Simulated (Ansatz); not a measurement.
## Single-point calculation, with input and output: BaTiO₃

System: BaTiO₃ (5 atoms in the cell).
Method: DFT, r2SCAN, plane waves, PAW, no spin polarisation (Ansatz 0.2.0).

The structure derives from an entry of the Crystallography Open Database. Some settings of this run were made unusual or wrong on purpose. The geometry comes from this level: r2SCAN.

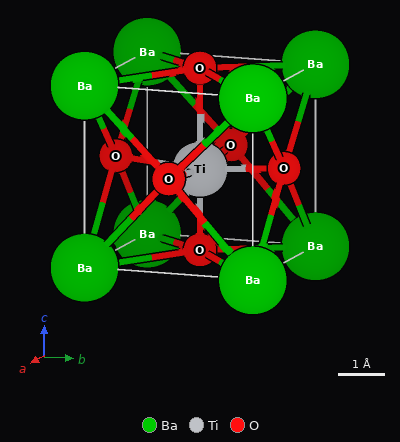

The input geometry (ball-and-stick view of the cell of the calculation, seen slightly off an axis).

## The input
```yaml
crystal:
  lattice:
    - [3.9723652526, 0.0, 0.0]
    - [0.0, 3.9723652526, 0.0]
    - [0.0, 0.0, 4.1122285626]
  atoms:
    - { symbol: Ba, position: [0.0, 0.0, -0.0043576161] }
    - { symbol: Ti, position: [0.5, 0.5, 0.4775258081] }
    - { symbol: O, position: [0.5, 0.5, 0.0345450385] }
    - { symbol: O, position: [0.5, 0.0, 0.5176433848] }
    - { symbol: O, position: [0.0, 0.5, 0.5176433848] }
kpoints:
  mp_grid: { grid: [4, 4, 4] }
hamiltonian:
  xc: r2scan
scf:
  occupations: { method: fixed }
output:
  optics:
    e_range: [0.5, 10]
    de: 0.1
    sigma: 5
    scissors: 0
    scheme: fermi_dirac
    bands: auto
```

Hardware: 4 threads of Arm Neoverse V2, 24 GiB of memory available, shared host.

Launched with:
```bash
ansatz run input.yaml --threads 4 --pin off --max-ram 5529MiB --backend cpu --events-out ev --progress --plain --runs-dir out
```

## The program's output
```
Engine: ansatz 0.2.0, aarch64-unknown-linux-gnu
Pseudopotentials: kind: paw
Pseudopotential: Ba, paw, valence charge 10, recommended cutoff 500 eV (meta_gga), Ba.paw.azcp
Pseudopotential: Ti, paw, valence charge 12, recommended cutoff 500 eV (meta_gga), Ti.paw.azcp
Pseudopotential: O, paw, valence charge 6, recommended cutoff 500 eV (meta_gga), O.paw.azcp
Functional definition: r2SCAN
  parameter k0 = 0.174
  parameter k1 = 0.065
  parameter a1 = 4.9479
  exchange = r2scan_x(k0 = k0, k1 = k1, a1 = a1)
  correlation = r2scan_c
Crystal: 5 atoms, lattice volume = 64.890 Å³
Basis set: ecut = 500 eV, 1655 PW (Γ), exchange–correlation on 120×120×120 points (64 copies of the dense FFT grid, shifted against one another)
Bands: 25, of which v1, the nominal top of the filled ones, is band 20 counted from 1 (19 counted from 0)
Symmetry: 8 space group operations
Space group: P4mm (ITA 99), of the structure as read, at distance tolerance 4.0e-5 Å
k-points: 18 of 64 (time reversal used)
Non-local potential: Ba, projectors of the file, l = 0: 3, l = 1: 2, l = 2: 2, l = 3: 2
Non-local potential: Ti, projectors of the file, l = 0: 3, l = 1: 2, l = 2: 3, l = 3: 1
Non-local potential: O, projectors of the file, l = 0: 2, l = 1: 2, l = 2: 1
PAW form: soft (Blöchl's): semilocal exchange-correlation on the pseudo side does not see the compensation charge
PAW frozen core: Ba, regenerated for the run's functional (the file was generated under x = pbe(κ = 0.804, μ = 0.2195149727645171), c = pbe(β = 0.06672455060314922))
PAW frozen core: Ti, regenerated for the run's functional (the file was generated under x = pbe(κ = 0.804, μ = 0.2195149727645171), c = pbe(β = 0.06672455060314922))
PAW frozen core: O, regenerated for the run's functional (the file was generated under x = pbe(κ = 0.804, μ = 0.2195149727645171), c = pbe(β = 0.06672455060314922))
PAW one-centre angular grid: Ba, 302 points (default); XC on 160 Gauss nodes
PAW one-centre angular grid: Ti, 590 points (default); XC on 160 Gauss nodes
PAW one-centre angular grid: O, 302 points (default); XC on 160 Gauss nodes
Initial density: superposition of atomic densities (neutral atoms: chi_scale 0, normalization atom), corrected by the library's trained network
Initial wavefunctions: pseudopotential atomic-orbital guess
Functional: x = r2scan, c = r2scan; τ floored in thin density (d = 2e-4 eV/Å³)
SCF iter   1: F=—  HF=-10183.726465 eV  |F-HF|=—  |Δ(HF+E_count)|=         —  Δρ=2.11e-2  dr2=3.63e-1  dr2_τ=2.44e-1  ethr=1.77e-3  ⟨swp⟩=4.4  Hψ=1910  notcnv=0  defer=40
preconditioner: auto → Resta (q_TF=auto, 2.517 Å⁻¹)  ε∞=4.9  [insulator: Δε(μ)=2.729 eV  Ē_g=13.126 eV  n_scr=18 (ndim 8)  ℏωp=26.1 eV  f_vac=0.000  ε∞_Penn≈4.9]
SCF iter   2: F=—  HF=-10183.830753 eV  |F-HF|=—  |Δ(HF+E_count)|=   1.04e-1  Δρ=1.10e-2  dr2=4.81e-2  dr2_τ=1.99e-2  ethr=9.09e-4  ⟨swp⟩=3.4  Hψ=994  notcnv=0  defer=29
SCF iter   3: F=—  HF=-10183.824223 eV  |F-HF|=—  |Δ(HF+E_count)|=   6.53e-3  Δρ=3.57e-3  dr2=5.56e-3  dr2_τ=4.25e-4  ethr=1.20e-4  ⟨swp⟩=2.4  Hψ=659  notcnv=0  defer=43
SCF iter   4: F=—  HF=-10183.823499 eV  |F-HF|=—  |Δ(HF+E_count)|=   7.24e-4  Δρ=1.47e-3  dr2=9.81e-4  dr2_τ=1.59e-4  ethr=1.39e-5  ⟨swp⟩=2.2  Hψ=759  notcnv=0  defer=50
SCF iter   5: F=—  HF=-10183.823365 eV  |F-HF|=—  |Δ(HF+E_count)|=   1.34e-4  Δρ=3.43e-4  dr2=5.75e-5  dr2_τ=5.68e-6  ethr=2.45e-6  ⟨swp⟩=2.0  Hψ=658  notcnv=0  defer=51
SCF iter   6: F=—  HF=-10183.823370 eV  |F-HF|=—  |Δ(HF+E_count)|=   5.25e-6  Δρ=1.69e-4  dr2=1.61e-5  dr2_τ=2.40e-6  ethr=1.44e-7  ⟨swp⟩=2.0  Hψ=694  notcnv=0  defer=18
SCF iter   7: F=—  HF=-10183.823360 eV  |F-HF|=—  |Δ(HF+E_count)|=   9.73e-6  Δρ=5.28e-5  dr2=1.99e-6  dr2_τ=1.04e-7  ethr=4.02e-8  ⟨swp⟩=2.0  Hψ=625  notcnv=0  defer=18
SCF iter   8: F=—  HF=-10183.823358 eV  |F-HF|=—  |Δ(HF+E_count)|=   2.84e-6  Δρ=1.81e-5  dr2=2.43e-7  dr2_τ=1.52e-8  ethr=4.98e-9  ⟨swp⟩=2.3  Hψ=696  notcnv=0  defer=18
SCF iter   9: F=—  HF=-10183.823358 eV  |F-HF|=—  |Δ(HF+E_count)|=   3.28e-8  Δρ=4.60e-6  dr2=1.51e-8  dr2_τ=2.61e-10  ethr=6.07e-10  ⟨swp⟩=2.3  Hψ=546  notcnv=0  defer=18
SCF iter  10: F=—  HF=-10183.823358 eV  |F-HF|=—  |Δ(HF+E_count)|=   2.30e-9  Δρ=4.94e-7  dr2=1.55e-10  dr2_τ=3.55e-12  ethr=3.77e-11  ⟨swp⟩=2.3  Hψ=616  notcnv=0  defer=18
SCF iter  11: F=-10183.823358 eV  HF=-10183.823358 eV  |F-HF|=0.00e0  |Δ(HF+E_count)|=  1.82e-12  Δρ=5.05e-8  dr2=1.17e-12  dr2_τ=2.67e-13  ethr=1.00e-12  ⟨swp⟩=7.8  Hψ=2183  notcnv=0
SCF 1 converged in 11 iterations: F = -10183.823358 eV  dr2 = 1.17e-12
  greatest PAW one-centre occupation: 0.999 electrons in one spin orbital (limit 2), on the Ti atom at site 1 (counted from 0), in its partial waves of l = 0
```

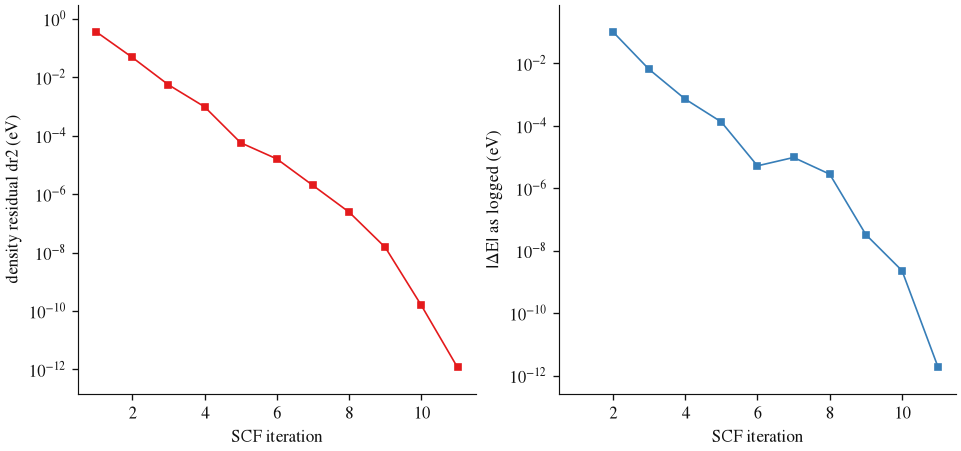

Convergence of the self-consistent field: density residual dr2 and size of the energy change against the SCF iteration. The residual falls at every step.

```
NSCF: frozen V_eff on 18 k-points
Optics k sum: 0 of 18 k-points
Optics k sum: 1 of 18 k-points
Optics k sum: 2 of 18 k-points
Optics k sum: 3 of 18 k-points
Optics k sum: 4 of 18 k-points
Optics k sum: 5 of 18 k-points
Optics k sum: 6 of 18 k-points
Optics k sum: 7 of 18 k-points
Optics k sum: 8 of 18 k-points
Optics k sum: 9 of 18 k-points
Optics k sum: 10 of 18 k-points
Optics k sum: 11 of 18 k-points
Optics k sum: 12 of 18 k-points
Optics k sum: 13 of 18 k-points
Optics k sum: 14 of 18 k-points
Optics k sum: 15 of 18 k-points
Optics k sum: 16 of 18 k-points
Optics k sum: 17 of 18 k-points
Optics k sum: 18 of 18 k-points
Optics k sum: 0 of 18 k-points
Optics k sum: 1 of 18 k-points
Optics k sum: 2 of 18 k-points
Optics k sum: 3 of 18 k-points
Optics k sum: 4 of 18 k-points
Optics k sum: 5 of 18 k-points
Optics k sum: 6 of 18 k-points
Optics k sum: 7 of 18 k-points
Optics k sum: 8 of 18 k-points
Optics k sum: 9 of 18 k-points
Optics k sum: 10 of 18 k-points
Optics k sum: 11 of 18 k-points
Optics k sum: 12 of 18 k-points
Optics k sum: 13 of 18 k-points
Optics k sum: 14 of 18 k-points
Optics k sum: 15 of 18 k-points
Optics k sum: 16 of 18 k-points
Optics k sum: 17 of 18 k-points
Optics k sum: 18 of 18 k-points
output.optics: what the bands over the 161 summed would add to eps1, eps2 and the energy-loss function is held between a lower and an upper bound (2 Lanczos steps). eps1, eps2 and their loss function (loss_summed_bands) are given on every row as the summed bands alone make them. Along an axis, on a row where the two bounds hold the loss function to about 1 % of the greater of itself and 0.5 % of |1/eps|, its cell (loss_completed) is given, with the completed eps1 and eps2 that it is formed of (a cell that is left empty reads nan in the table and null in the record). The two bounds hold it so along every axis on all 96 rows up to 10.000 eV. Under auto the run first worked up to 37.900 eV and, since the loss function's greatest value, with its upper flank down to half of it, did not stand under that energy, then up to 49.000 eV. The run works to bound the rows up to 49.000 eV and no higher ones: a peak of the loss function over that energy may be left empty with no warning. To have the run work for it, set output.optics.bands.spectra_wanted_up_to to a higher energy. perfect_screening_sum, loss_f_sum_n_eff and, beside carriers, perfect_screening_limit are those of loss_summed_bands: over the bounded function the two sums would run over rows that are not all bounded, and lack what the bands left out lay past the top of the energy grid. Bounded is said of the bands left out alone, which are those that the basis at basis.ecutwfc holds: it says nothing of that cutoff, of the k-point mesh, of what the sum inside its cells errs by (eps2_relative_error), of the factors of all_electron_strengths, nor of how far the SCF is converged. The bands left out are taken at the k-points, and what their mean over the points' cells stands off that by is in neither bound: the run's estimate of it, which the test of a row counts in, is 0.00 % of |eps| at the most among the values given; where the mean stood off by over 0.5 % the points' spread read 0.1 to 3 times that
SCF converged after 11 iterations
Free energy (F): -10183.823358 eV
Harris-Foulkes:  -10183.823358 eV  (|F-HF|=0.00e0)
Internal energy: -10183.823358 eV  (E = F + TS)
E sigma→0 (E₀):  -10183.823358 eV
Fermi energy:    9.990290 eV
--- Per-component energies (eV) ---
  E_band       = -179.955607
  E_kinetic    = 974.111621
  E_local      = -2130.930613  (includes V_loc(G=0)·N_el)
  E_nonlocal   = 199.702971
  E_hartree    = 832.928619
  E_xc         = -475.298031
  E_vxc        = -604.299273  (∫ρ·V_xc dr)
  E_paw        = -6785.197728  (= ΣΔE_a)
  E_vpaw       = -321.232319  (= ΣTr[D̂ρ^β])
  E_aug_tail   = 0.003136  (compensation charges beyond the density's cutoff)
  E_vtau       = 36.831599  (kinetic-family band-sum trace: ∫τ·v_τ [+ j·A + Jᵃ·Aᵃ] dr)
  E_ewald      = -2798.864469
  E_core_change = -0.278864  (= ΣΔE_core)
  E_smearing   = -0.000000  (= −TS)
  E_closure    = 0.000000  (closes the sum)
  Σ components = -10183.823358   (vs F -10183.823358, Δ=0.00e0)
--- Band table (eV; the first three rows and the last of 18) ---
  k-point 0: bands = ["-48.7988", "-24.0581", "-23.9398", "-23.9398", "-15.5508", "-7.9668", "-7.4056", "-7.2820", "-0.3565", "-0.2997", "-0.2997", "7.4557", "7.5518", "7.5518", "8.3744", "8.3744", "8.6560", "9.2992", "9.5179", "9.5179", "12.2163", "12.6993", "12.6993", "14.4338", "14.6221"]
  k-point 1: bands = ["-48.7985", "-24.0788", "-23.9390", "-23.9390", "-15.4986", "-8.0229", "-7.3526", "-7.2702", "-0.2348", "-0.2348", "-0.1275", "6.6187", "7.3738", "7.3738", "8.0607", "8.0607", "8.3091", "8.5528", "9.3910", "9.3910", "12.2682", "13.3141", "13.3141", "14.4295", "15.6684"]
  k-point 2: bands = ["-48.7982", "-24.0994", "-23.9383", "-23.9383", "-15.4450", "-8.1541", "-7.2583", "-7.2078", "-0.1673", "-0.1673", "0.1016", "5.8523", "7.1355", "7.1355", "7.8753", "7.8753", "7.9935", "8.0092", "9.2659", "9.2659", "12.3218", "13.8944", "13.8944", "14.4291", "16.4590"]
  k-point 17: bands = ["-48.7961", "-24.0929", "-23.9960", "-23.9960", "-15.2799", "-7.2900", "-7.0370", "-7.0370", "-1.0592", "-1.0592", "-0.8986", "5.4187", "6.0239", "6.0657", "7.3730", "7.4489", "7.4489", "9.6468", "9.6468", "9.9903", "14.4954", "14.4954", "14.5715", "16.9033", "17.2767"]
```

## File optics_head.txt
```
# E[eV]	eps2_xx	eps2_yy	eps2_zz	eps2_xy	eps2_xz	eps2_yz	eps1_xx	eps1_yy	eps1_zz	eps1_xy	eps1_xz	eps1_yz	loss_summed_bands_xx	loss_summed_bands_yy	loss_summed_bands_zz	eps1_completed_xx	eps1_completed_yy	eps1_completed_zz	eps2_completed_xx	eps2_completed_yy	eps2_completed_zz	loss_completed_xx	loss_co
# format = ansatz-optics/6
# eps_inf(xx yy zz) = 4.001361 4.001361 4.044663
# eps_inf_bands = all
# eps_inf_summed_bands(xx yy zz) = 3.995891 3.995891 4.039348
# eps_inf_completed(xx yy zz) = 4.001361 4.001361 4.044663
# k_sum = mesh_cells
# eps2_relative_error = 0.0002
# eps_inf_relative_error = 0.0040
# f_sum_n_eff(xx yy zz) = 36.484105 36.484105 36.564065 of n_electrons = 40.000000
# f_sum_n_eff_momentum_only(xx yy zz) = 26.825160 26.825160 26.850707
# loss_f_sum_n_eff(xx yy zz) = 36.485872 36.485872 36.565612
# perfect_screening_sum(xx yy zz) = 0.749743 0.749743 0.752435
# perfect_screening_sum_on_rows(xx yy zz) = 0.749743 0.749743 0.752435
# the maxima of the summed bands' own loss function (the loss_summed_bands columns) are measured between the rows too: peak_sampling_summed_bands says what part of their heights the rows count for, and missed_extrema_summed_bands lists those of which they count for under four fifths, the half width
# peak_sampling_summed_bands_xx(least_part_sampled least_sampled_at_ev n_extrema n_missed) = none
# peak_sampling_summed_bands_yy(least_part_sampled least_sampled_at_ev n_extrema n_missed) = none
# peak_sampling_summed_bands_zz(least_part_sampled least_sampled_at_ev n_extrema n_missed) = none
# peak_sampling_completed and missed_extrema_completed say the same of the loss function that is bounded in the bands left out (the loss_completed columns), of its maxima between two points that are bounded alone
# peak_sampling_completed_xx(least_part_sampled least_sampled_at_ev n_extrema n_missed) = none
# peak_sampling_completed_yy(least_part_sampled least_sampled_at_ev n_extrema n_missed) = none
# peak_sampling_completed_zz(least_part_sampled least_sampled_at_ev n_extrema n_missed) = none
# n_bands = 161
# n_bands_set_by = photon_energy
# the loss_summed_bands columns' heights are not shown to be converged in n_bands (drawn for output.optics.bands)
# valid_up_to_ev = 36.036766
# least_direct_gap_ev = 2.698353e0 at k(fractional) = 0.000000 0.000000 0.000000, k_point = 0, channel = 0, bands = 19 20 (counted from 0)
# evaluated_top_ev = 248.400000
# all_electron_strengths = true
# band_completion = completed
# the eps1, eps2 and loss_summed_bands columns, and eps_inf_summed_bands or eps1_interband_at_0, are the summed bands' own on every row. eps_inf is eps_inf_completed where that is given along all three axes. loss_summed_bands is the loss function of that eps1 and eps2 (beside carriers the total's).
# response = whole
# tolerance = 0.01
# method = lanczos_chains
# lanczos_steps = 2
# chains_run = together
# ended_by = wanted_rows_settled
# boundable_up_to_ev = 51.036734
# wanted_up_to_ev = 49.000000
# the run works to bound the rows up to wanted_up_to_ev and no higher ones, so that a peak of the completed columns over that energy may read nan with no warning: a higher spectra_wanted_up_to under output.optics.bands (a deck at auto types it in the place of auto) has the run work for it too
# change_inside_cells = 0.0000 (estimated)
# the bands left out are taken at the k-points, and what their mean over the points' cells stands off that by is in neither bound: this much, as a part of |eps| at the most among the values given, which the test of a row counts in (under method = linear_solves it holds an estimate of how far a sum a
# bound_at_0(xx yy zz) = bounded bounded bounded
# rows_by_bound_xx(bounded bounds_too_wide limited_by_band_error limited_by_mesh_spread above_boundable_range not_finite) = 96 0 0 0 0 0
# rows_by_bound_yy(bounded bounds_too_wide limited_by_band_error limited_by_mesh_spread above_boundable_range not_finite) = 96 0 0 0 0 0
# rows_by_bound_zz(bounded bounds_too_wide limited_by_band_error limited_by_mesh_spread above_boundable_range not_finite) = 96 0 0 0 0 0
# bounded_ranges_ev_xx = 0.500000-10.000000
# bounded_ranges_ev_yy = 0.500000-10.000000
# bounded_ranges_ev_zz = 0.500000-10.000000
```

## Outcome

- outcome: converged
- space group (tolerance 0.01 Å): P4mm (99)
- electrons treated: 40
- free energy: −10183.8234 eV
- Fermi energy: 9.990 eV
- gap on the k-point mesh: 2.23 eV
- wall time: 32 s (CPU time 2.1 min)
- peak memory: 1.1 GiB

## What went wrong

Some settings of this run were drawn to be unusual or wrong. It converged; results that depend on the unusual settings are not reference values.
